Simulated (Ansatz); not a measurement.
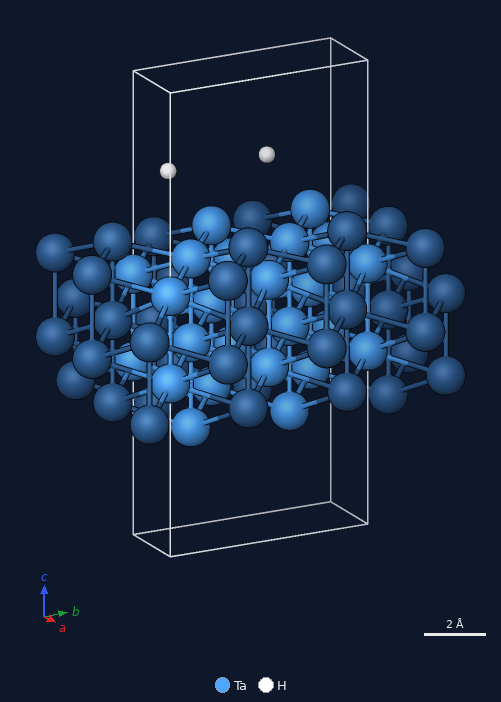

*The structure as given in the input (ball-and-stick view of the 1 × 2 repeat of the cell, with the vacuum cut short, seen slightly off an axis; neighbours outside the cell are drawn fainter). An atom can appear more than once, as a periodic image.*

Run report: Ta8H, single-point calculation

The run: single-point calculation of Ta8H (slab, 9 atoms in the cell). Method and program: DFT PBE+D3(BJ), scalar-relativistic, plane waves, PAW, no spin polarisation (Ansatz 0.2.0).

The structure derives from an entry of the Crystallography Open Database. It belongs to a series of runs on one base structure; here: H lifted by +1.20 A from its best place.

### Input
```yaml
crystal:
  lattice:
    - [4.6456161668, 0.0, 0.0]
    - [-2.3228080834, 4.0232216167, 0.0]
    - [0.0, 0.0, 25.6379770039]
  atoms:
    - { symbol: Ta, position: [0.6666666667, 0.3333333333, 0.331539419] }
    - { symbol: Ta, position: [0.3333333333, 0.6666666667, 0.3685268315] }
    - { symbol: Ta, position: [0.0, 0.0, 0.4055142438] }
    - { symbol: Ta, position: [0.6666666667, 0.3333333333, 0.4425016562] }
    - { symbol: Ta, position: [0.3333333333, 0.6666666667, 0.4762660038] }
    - { symbol: Ta, position: [0.0, 0.0, 0.519856666] }
    - { symbol: Ta, position: [0.6666666667, 0.3333333333, 0.5522688407] }
    - { symbol: Ta, position: [0.3333333333, 0.6666666667, 0.578937064] }
    - { symbol: H, position: [0.5, 1.1666666667, 0.6654981959] }
basis:
  ecutwfc: 420
kpoints:
  mp_grid: { grid: [6, 6, 1] }
hamiltonian:
  xc: pbe
  dispersion: d3bj
scf:
  occupations: { method: gaussian, width: 0.1 }
output:
  forces: true
  stress: true
  eigenvalues: true
  write_density: true
  write_potential: true
  elf: true
  volumetric_format: npy
efield:
  axis: 3
  dipole_correction: true
  ramp_width: 0.04
```

Run as:
```bash
ansatz run input.yaml --threads 2 --pin off --max-ram 5120MiB --backend cpu --events-out ev --progress --plain --runs-dir out
```

### Log
```
Engine: ansatz 0.2.0, x86_64-unknown-linux-gnu
Pseudopotentials: kind: paw
Pseudopotential: Ta, paw, valence charge 13, recommended cutoff 420 eV (normal), Ta.paw.azcp
Pseudopotential: H, paw, valence charge 1, recommended cutoff 420 eV (normal), H.paw.azcp
Functional definition: PBE
  parameter kappa = 0.804
  parameter beta = 0.06672455060314922
  exchange = pbe_x(kappa = kappa, mu = beta*pi^2/3)
  correlation = pbe_c(beta = beta)
Crystal: 9 atoms, lattice volume = 479.183 Å³
Basis set: ecut = 420 eV, 9427 PW (Γ), exchange–correlation on 64×64×360 points (8 copies of the dense FFT grid, shifted against one another)
Bands: 63, of which v1, the nominal top of the filled ones, is band 53 counted from 1 (52 counted from 0)
Symmetry: 1 space group operations
Space group: P1 (ITA 1), of the structure as read, at distance tolerance 7.8e-5 Å
k-points: 20 of 36 (time reversal used)
Non-local potential: Ta, projectors of the file, l = 0: 3, l = 1: 2, l = 2: 2, l = 3: 1
Non-local potential: H, projectors of the file, l = 0: 2, l = 1: 1
PAW form: soft (Blöchl's): semilocal exchange-correlation on the pseudo side does not see the compensation charge
PAW one-centre angular grid: Ta, 590 points (default); XC on 64 Gauss nodes
PAW one-centre angular grid: H, 110 points (default); XC on 64 Gauss nodes
Initial density: superposition of atomic densities (neutral atoms: chi_scale 0, normalization atom), corrected by the library's trained network
Initial wavefunctions: pseudopotential atomic-orbital guess
Functional: x = pbe(κ = 0.804, μ = 0.2195149727645171), c = pbe(β = 0.06672455060314922)
SCF iter   1: F=—  HF=-79469.499430 eV  |F-HF|=—  |Δ(HF+E_count)|=         —  Δρ=6.49e-3  dr2=1.91e0  ethr=1.77e-3  p=-0.214 e·Å  D=-8.08e-2 V/Å  ΔV_dip=2.07 eV  dr2_dipole=3.88e-1  V_vac-E_F(+/−)=5.98/3.91 eV  ⟨swp⟩=11.3  Hψ=6645  notcnv=0
efield: sawtooth ramp at fractional position 0.9785 (placed from the atoms, in the widest stretch of the axis that holds none; the zero of the levels goes with the place), width 0.0400; the density the first Hamiltonian is built on has a dipole p = -0.214 e·Å; the dipole correction subtracts the counter field D = -8.08e-2 V/Å, which shifts the + side's vacuum level by +2.07 eV against the − side's; the planar-averaged density in the ramp window peaks in size at 2.0e-5 e/Å³
preconditioner: auto → LDOS  [metal: Δε(μ)=0.035 eV  Ē_g=3.431 eV  σ=0.100 eV  W_gap=0.19  n_scr=82 (ndim 8)  ℏωp=10.9 eV  f_vac=0.587  D(μ)=10.83/eV (n_scr^D=82)  β→1.0]
SCF iter   2: F=—  HF=-79469.436315 eV  |F-HF|=—  |Δ(HF+E_count)|=   6.31e-2  Δρ=1.70e-3  dr2=3.01e-2  ethr=1.77e-3  p=-0.255 e·Å  D=-9.62e-2 V/Å  ΔV_dip=2.47 eV  dr2_dipole=3.70e-3  V_vac-E_F(+/−)=5.87/3.40 eV  ⟨swp⟩=2.4  Hψ=1545  notcnv=0  defer=16
SCF iter   3: F=—  HF=-79469.440409 eV  |F-HF|=—  |Δ(HF+E_count)|=   4.09e-3  Δρ=6.34e-4  dr2=9.89e-3  ethr=2.87e-5  p=-0.252 e·Å  D=-9.52e-2 V/Å  ΔV_dip=2.44 eV  dr2_dipole=7.54e-4  V_vac-E_F(+/−)=5.85/3.41 eV  ⟨swp⟩=2.3  Hψ=1926  notcnv=0  defer=35
SCF iter   4: F=—  HF=-79469.440068 eV  |F-HF|=—  |Δ(HF+E_count)|=   3.41e-4  Δρ=1.96e-4  dr2=1.56e-3  ethr=9.42e-6  p=-0.255 e·Å  D=-9.64e-2 V/Å  ΔV_dip=2.47 eV  dr2_dipole=3.90e-4  V_vac-E_F(+/−)=5.84/3.37 eV  ⟨swp⟩=2.0  Hψ=1578  notcnv=0  defer=35
SCF iter   5: F=—  HF=-79469.440072 eV  |F-HF|=—  |Δ(HF+E_count)|=   4.61e-6  Δρ=5.78e-5  dr2=4.19e-5  ethr=1.49e-6  p=-0.257 e·Å  D=-9.69e-2 V/Å  ΔV_dip=2.48 eV  dr2_dipole=1.90e-6  V_vac-E_F(+/−)=5.84/3.35 eV  ⟨swp⟩=1.9  Hψ=1450  notcnv=0  defer=35
SCF iter   6: F=—  HF=-79469.440307 eV  |F-HF|=—  |Δ(HF+E_count)|=   2.34e-4  Δρ=2.18e-5  dr2=4.35e-6  ethr=3.99e-8  p=-0.257 e·Å  D=-9.71e-2 V/Å  ΔV_dip=2.49 eV  dr2_dipole=2.19e-7  V_vac-E_F(+/−)=5.84/3.35 eV  ⟨swp⟩=2.7  Hψ=1898  notcnv=0  defer=32
SCF iter   7: F=—  HF=-79469.440309 eV  |F-HF|=—  |Δ(HF+E_count)|=   1.90e-6  Δρ=7.64e-6  dr2=6.95e-7  ethr=4.14e-9  p=-0.257 e·Å  D=-9.72e-2 V/Å  ΔV_dip=2.49 eV  dr2_dipole=1.06e-8  V_vac-E_F(+/−)=5.84/3.35 eV  ⟨swp⟩=2.8  Hψ=2052  notcnv=0  defer=32
SCF iter   8: F=-79469.440309 eV  HF=-79469.440309 eV  |F-HF|=7.72e-8  |Δ(HF+E_count)|=   5.64e-7  Δρ=2.39e-6  dr2=4.42e-8  ethr=9.52e-11  p=-0.257 e·Å  D=-9.72e-2 V/Å  ΔV_dip=2.49 eV  dr2_dipole=5.01e-10  V_vac-E_F(+/−)=5.84/3.34 eV  ⟨swp⟩=23.4  Hψ=12527  notcnv=0
SCF 1 converged in 8 iterations: F = -79469.440309 eV  dr2 = 4.42e-8
  greatest PAW one-centre occupation: 1.000 electrons in one spin orbital (limit 2), on the Ta atom at site 1 (counted from 0), in its partial waves of l = 0
```

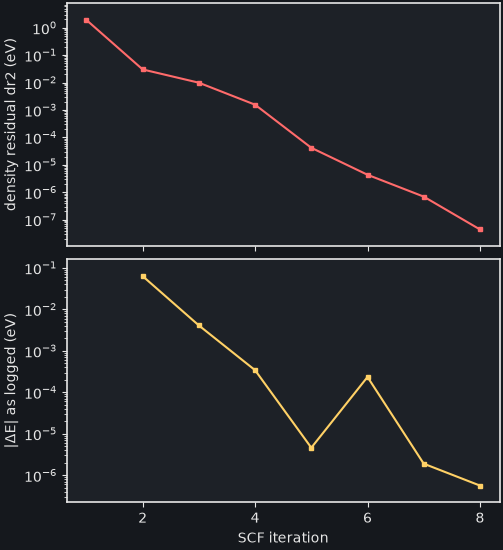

*Convergence of the self-consistent field: density residual dr2 and size of the energy change against the SCF iteration.*

The residual falls at every step.

```
WARN: The output density's exchange-correlation potential varies sharply where the density is thin. Do not read a vacuum level from v_tot or v_xc, or from such a field of the output density. On a cell that repeats whose density bears no net charge and no dipole along the vacuum's axis use v_es (v_loc + v_h of the components); under efield.dipole_correction with no amplitude use v_es + v_field, which holds any external_charges[].barrier, or the levels of the report's work_function block, which leave it out; under a non-zero efield.amplitude the vacuum is tilted and has no level; on a cell that repeats and bears such a dipole with no correction it is tilted too, and efield.dipole_correction with no amplitude gives each side of its ramp a level where efield: is served; in a cell that repeats whose density bears a net charge (total_charge, or a fill off its count) it is curved and has none; of a slab under crystal.periodic whose density bears no net charge use v_es, which has a level on each side, short of where the two are joined; of another it falls or rises all the way out and has none; of a slab beside external_charges read slab_vacuum_level instead, which it has where they leave it neutral. The grid or the basis barely resolves most such structure, and the values can differ between equally converged runs; as a rule a tighter scf.convergence.dr2_threshold does not remove it. Where the density itself ripples (under the LDA too) a higher basis.ecutwfc lessens it. The files hold the spikes' plane waves up to the density's cutoff. Files: v_tot_of_output_density and the like, and their columns of v_z.tsv (output.write_potential); v_xc_of_output_density and the like, and their columns of v_comp_z.tsv (output.write_potential_components). Measured: with its Gaussian average of σ = 0.25 Å subtracted twice, the exchange-correlation potential is over 0.1 eV at 244 of the grid points where the equally averaged density (valence and model cores) is under 1e-3 e/Å³, and 0.366 eV at the most among them, at an averaged density of 9.2e-4 e/Å³. The input density's (outcome.potential() and, of a run that writes arrays, v_tot and v_xc) is over 0.1 eV, so measured, at 469 points of its own thin density, 0.366 eV at the most. See output.write_potential in the manual, Limitations
SCF converged after 8 iterations
Free energy (F): -79469.440309 eV
Harris-Foulkes:  -79469.440309 eV  (|F-HF|=7.72e-8)
Internal energy: -79469.382988 eV  (E = F + TS)
E sigma→0 (E₀):  -79469.411649 eV
Entropy (-TS):   -0.057321 eV (-6.369 meV/atom)
Fermi energy:    2.520306 eV
Dipole field:    D = -0.097214 V/Å  (p = -0.257435 e·Å, saw-weighted, corrected)
Work function:   Φ+ = 5.8362 eV   Φ− = 3.3439 eV
Levels:          The Fermi level and band energies are counted from a zero that moves with the ramp; work functions are not
--- Per-component energies (eV) ---
  E_band       = -2516.684484
  E_kinetic    = 2928.511992
  E_local      = -117225.784072  (includes V_loc(G=0)·N_el)
  E_nonlocal   = 123.387826
  E_hartree    = 57100.686474
  E_xc         = -1747.254326
  E_vxc        = -1631.433111  (∫ρ·V_xc dr)
  E_paw        = -67173.006021  (= ΣΔE_a)
  E_vpaw       = -903.039362  (= ΣTr[D̂ρ^β])
  E_aug_tail   = 0.000311  (compensation charges beyond the density's cutoff)
  E_efield     = 0.012513  (sawtooth field / dipole correction)
  E_vefield    = -9.691805  (∫n·V_field dr)
  E_ewald      = 46527.673551
  E_disp       = -3.611238  (pairwise vdW)
  E_smearing   = -0.057321  (= −TS)
  E_closure    = 0.000000  (closes the sum)
  Σ components = -79469.440309   (vs F -79469.440309, Δ=0.00e0)
--- Forces (eV/Å), atoms counted from 1 ---
  atom   1  Ta     0.00502106    -0.00555957     1.87000763
  atom   2  Ta    -0.00883923    -0.01589405    -0.14424733
  atom   3  Ta     0.01200959     0.05380752    -1.19124126
  atom   4  Ta     0.02562728     0.01678023    -0.87841909
  atom   5  Ta     0.00330040     0.01393900     0.07344234
  atom   6  Ta    -0.01967287    -0.07503259    -0.34475862
  atom   7  Ta    -0.16014722    -0.36653310     1.02562417
  atom   8  Ta    -0.06001500     0.40953089     1.35418675
  atom   9  H      0.20270924    -0.03103772    -1.76473663
  max |Σ_I F_I| component: 1.42e-4 eV/Å
--- Stress (GPa, compression-positive) ---
       -1.971335       0.066972       0.151551
        0.066972      -2.217794       0.027348
        0.151551       0.027348      -2.348346
  P = ⅓ Tr σ = -2.1792 GPa (-21.792 kbar)
--- Band table (eV; the first three rows and the last of 20) ---
  k-point 0: bands = ["-65.3343", "-65.1374", "-64.8132", "-64.7749", "-64.5176", "-64.4939", "-64.3878", "-64.2949", "-32.0413", "-31.9738", "-31.8273", "-31.8242", "-31.7693", "-31.7633", "-31.5340", "-31.5314", "-31.4974", "-31.4951", "-31.4865", "-31.3151", "-31.2404", "-31.1972", "-31.1941", "-31.1659", "-30.8775", "-30.8750", "-30.7684", "-30.7563", "-30.7559", "-30.6218", "-30.5619", "-30.5592", "-4.8414", "-3.1732", "-1.0272", "-1.0177", "-1.0143", "0.1779", "0.1857", "0.5847", "0.7701", "0.8250", "0.9616", "0.9635", "1.2353", "1.2370", "1.4289", "1.6125", "1.6411", "1.9312", "1.9380", "2.3348", "2.3384", "2.5681", "2.9111", "2.9193", "3.3066", "3.9057", "4.9053", "4.9098", "5.0787", "5.2189", "5.4429"]
  k-point 1: bands = ["-65.3338", "-65.1360", "-64.8111", "-64.7731", "-64.5206", "-64.4955", "-64.3839", "-64.3003", "-32.0497", "-31.9908", "-31.8496", "-31.8313", "-31.8271", "-31.7819", "-31.5503", "-31.5391", "-31.5081", "-31.4491", "-31.4429", "-31.2909", "-31.2400", "-31.1896", "-31.1562", "-31.0808", "-30.8876", "-30.8637", "-30.8158", "-30.7564", "-30.7457", "-30.6314", "-30.5934", "-30.5576", "-4.4460", "-2.8817", "-1.0618", "-0.8282", "-0.7901", "-0.2724", "0.1622", "0.3176", "0.3471", "0.6194", "0.8771", "1.0315", "1.2895", "1.3401", "1.5399", "1.5979", "1.7401", "2.1575", "2.1832", "2.4433", "2.4608", "2.7162", "2.9502", "3.2516", "3.5235", "3.9565", "4.6531", "4.7979", "4.8636", "4.9329", "5.4264"]
  k-point 2: bands = ["-65.3330", "-65.1333", "-64.8068", "-64.7694", "-64.5269", "-64.4988", "-64.3737", "-64.3135", "-32.0703", "-32.0258", "-31.9235", "-31.8804", "-31.8247", "-31.7519", "-31.5884", "-31.5744", "-31.4965", "-31.4425", "-31.3763", "-31.2318", "-31.2018", "-31.1698", "-31.0861", "-30.9924", "-30.9215", "-30.8924", "-30.8382", "-30.7719", "-30.7603", "-30.6650", "-30.5815", "-30.5547", "-3.3752", "-2.1486", "-1.0863", "-1.0527", "-0.5993", "-0.3814", "-0.1669", "-0.1412", "0.5977", "0.7677", "0.8825", "0.9219", "1.1686", "1.3873", "1.4394", "1.5672", "1.6622", "2.0873", "2.3530", "2.5213", "2.7050", "2.8620", "3.0950", "3.2402", "3.6482", "4.1123", "4.2901", "4.3863", "4.6235", "4.9256", "5.0805"]
  k-point 19: bands = ["-65.3325", "-65.1319", "-64.8047", "-64.7674", "-64.5301", "-64.5004", "-64.3662", "-64.3224", "-32.0825", "-32.0373", "-31.9561", "-31.9005", "-31.8170", "-31.7306", "-31.5850", "-31.5723", "-31.4905", "-31.4619", "-31.3495", "-31.2453", "-31.1828", "-31.1783", "-31.0532", "-31.0007", "-30.9098", "-30.8717", "-30.8248", "-30.8191", "-30.7649", "-30.6624", "-30.5672", "-30.5548", "-2.0229", "-1.9081", "-1.6666", "-1.4040", "-0.9131", "-0.2746", "-0.0317", "0.4120", "0.5531", "0.8869", "0.9199", "1.0948", "1.1981", "1.2865", "1.4424", "1.6321", "1.7235", "1.8394", "1.9565", "2.0581", "2.2272", "2.7693", "2.9653", "3.3218", "3.5273", "4.0789", "4.2079", "4.4039", "4.6469", "5.1094", "5.2132"]
```

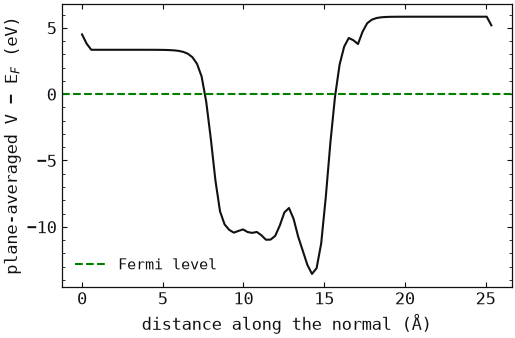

*Plane average of the electrostatic potential energy of an electron across the cell, from the Fermi level.*

The vacuum level lies 5.84 eV above the Fermi level on the upper side and 3.34 eV on the lower.

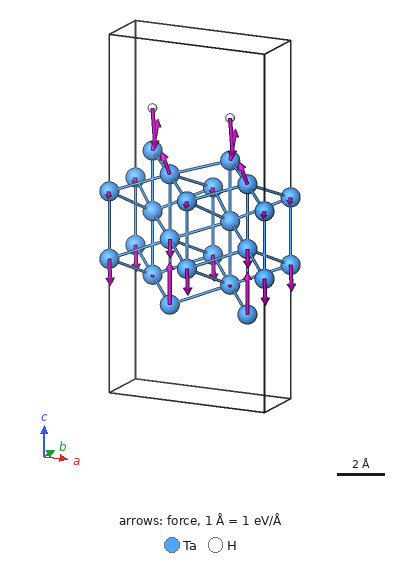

*Forces on the atoms as pink arrows (ball-and-stick view of the 2 × 1 repeat of the cell, with the vacuum cut short, seen slightly off an axis); the smallest are left out.*

The largest act on Ta1 (1.87 eV/Å); H9 (1.78 eV/Å); Ta8 (1.42 eV/Å); Ta3 (1.19 eV/Å), among others. Atoms are counted from 1 in the order of the input and aren't labelled in the picture. The geometry is not a stationary point of this energy.

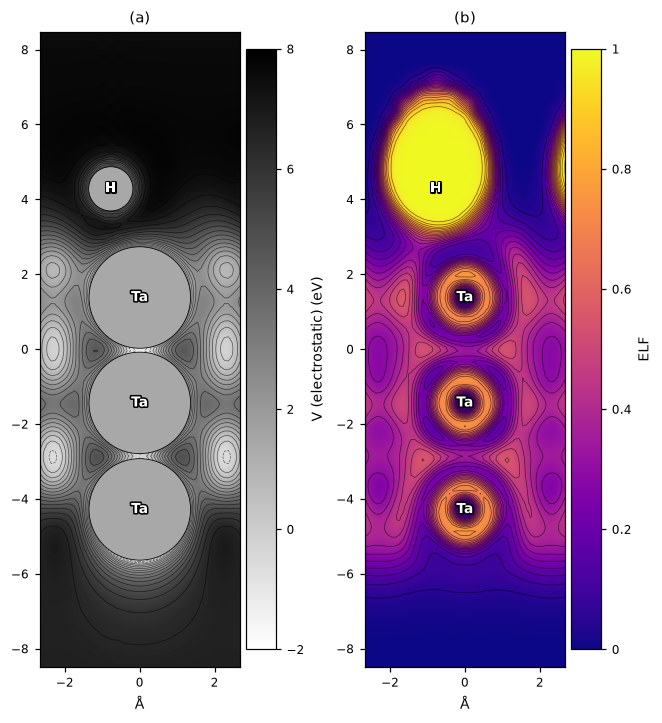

*(a) electrostatic potential energy of an electron; (b) ELF on the (11̄0) plane of the calculation cell, a cut from vacuum to vacuum. Grey discs, where drawn, cover atomic cores.*

The section cuts through Ta and H sites. Ta–Ta (2.81 Å): the ELF is about 0.35 at the midpoint (no localised pair between them). The strong features right at Ta lie inside the PAW spheres (semicore, d or f shells) and say nothing about bonding. In a PAW calculation such maps are meaningful between the atoms, not at the nuclei.

### Key numbers

```json
{"quantity": "outcome", "value": "converged"}
{"quantity": "electrons treated", "value": "105"}
{"quantity": "free energy", "value": "−79469.4403 eV"}
{"quantity": "work function, top face", "value": "5.84 eV"}
{"quantity": "work function, bottom face", "value": "3.34 eV"}
{"quantity": "Fermi energy", "value": "2.520 eV"}
{"quantity": "gap on the k-point mesh", "value": "none (metallic)"}
{"quantity": "work function (upper face)", "value": "5.84 eV"}
{"quantity": "largest force (length of the vector)", "value": "1.870 eV/Å"}
{"quantity": "hardware", "value": "2 threads of Intel Xeon @ 2.50GHz (Skylake/Cascade Lake), 96 GiB of memory available, shared host"}
{"quantity": "wall time", "value": "37 s (CPU time 70 s)"}
{"quantity": "peak memory", "value": "0.95 GiB"}
```

### Remarks

Warnings of the run: the exchange-correlation potential is rough where the density is thin. Spin–orbit coupling is left out, which matters for Ta.
